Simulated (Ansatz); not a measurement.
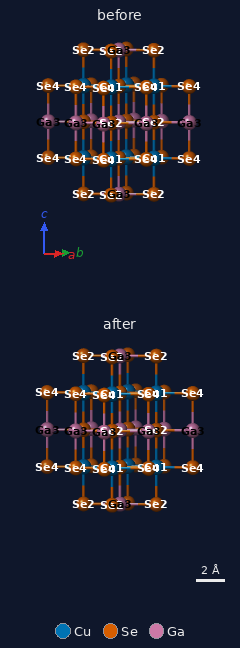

The structure of a crystal of GaCuSe$_{2}$ (a generated structure, set up in P4/mmm) before (top) and after (bottom) a relaxation, at one scale.

Style: ball-and-stick. Shown: the cell of the calculation, from a free direction.

Theory: DFT, PBE, plane waves, PAW in Ansatz.

Input
```yaml
crystal:
  lattice:
    - [3.6429738316, 0.0, 0.0]
    - [0.0, 3.6429738316, 0.0]
    - [0.0, 0.0, 5.151943]
  atoms:
    - { symbol: Cu, position: [0.0, 0.0, 0.0] }
    - { symbol: Se, position: [0.0, 0.0, 0.5] }
    - { symbol: Ga, position: [0.5, 0.5, 0.5] }
    - { symbol: Se, position: [0.5, 0.5, 0.0] }
kpoints:
  mp_grid: { grid: [6, 6, 4] }
hamiltonian:
  xc: pbe
scf:
  occupations: { method: fermi_dirac, width: 0.02 }
relax:
  f_tol: 0.005
  cell: {}
```

Command:
```bash
ansatz run input.yaml --threads 2 --pin off --max-ram 2211MiB --backend cpu --events-out ev --progress --plain --runs-dir out
```

Describe what moved and what it gained.

Answer. No atom moves by more than 0.005 Å relative to the cell. The volume changes by +9.9 %, with a = b 3.643 → 3.764 Å (+3.3 %), c 5.152 → 5.302 Å (+2.9 %). Near-neighbour distances that change, for instance: Cu1–Se4 2.576 → 2.662 Å, Se2–Ga3 2.576 → 2.662 Å, Cu1–Se2 2.576 → 2.651 Å, Ga3–Se4 2.576 → 2.651 Å. The space group stays P4/mmm (No. 123). The energy falls by 42.5 meV per atom in 3 accepted moves (4 points after the start). All forces vanish by symmetry, so only the cell relaxes. The pressure goes from 8.82 to 0.00 GPa. At 1 point the geometry stayed and the basis and grid were re-selected for the new cell (energy shift of 0.4 meV per atom at most each time).
